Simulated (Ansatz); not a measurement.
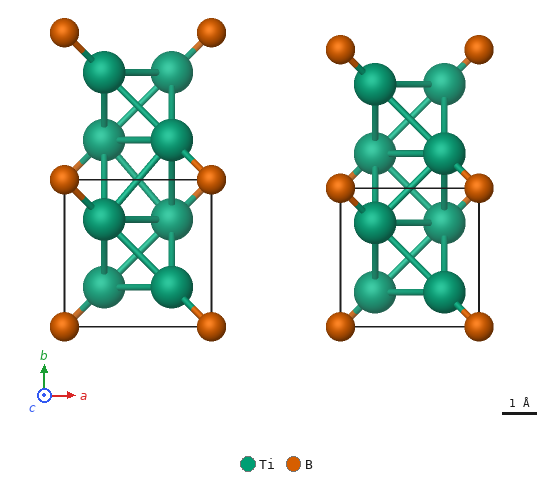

Two geometries of crystalline Ti$_{4}$B (a generated structure, set up in P-43m) (coarse preliminary run), drawn at one scale. One is the start of a relaxation, the other its converged end. Style: ball-and-stick. Shown: the cell of the calculation, repeated 1 × 2 × 1 with one cell outlined, along the c axis.

Theory: DFT PBE, scalar-relativistic, plane waves, PAW in Ansatz. Set-up: plane-wave cutoff 420 eV; k-point mesh 4 × 4 × 4; occupations gaussian; smearing width 0.1 eV; no spin polarisation; cell and atoms relaxed; force threshold 0.04 eV/Å; at most 70 steps.

Which one is relaxed?

The left one is the relaxed one. Over 5 accepted moves (6 points after the start) the energy falls by 2.578 eV per cell of the calculation. The largest force component goes from 3 to 0.00047 eV/Å. The pressure goes from 36.18 to 0.28 GPa. The SCF was repeated once at an unchanged geometry on a basis and grid sized afresh for the cell, which shifted the energy by 10.6 meV per cell of the calculation at most. The largest moves relative to the cell, 0.15 Å, are those of Ti atoms. B stays in place. Cell: a = b = c 4.135 → 4.388 Å (+6.1 %). Volume +19.5 %. Some distances before and after: Ti–Ti 2.924 → 3.349 Å, B–Ti 1.791 → 2.051 Å, Ti–Ti 2.924 → 3.113 Å, Ti–Ti 2.924 → 2.857 Å. The space group stays P-43m (No. 215). The run took 24 s on 1 thread of Intel(R) Xeon(R) Processor @ 2.70GHz (shared host), peak memory 0.34 GiB.

Limits of the set-up: the k-point mesh is coarse for a cell with partly filled bands.
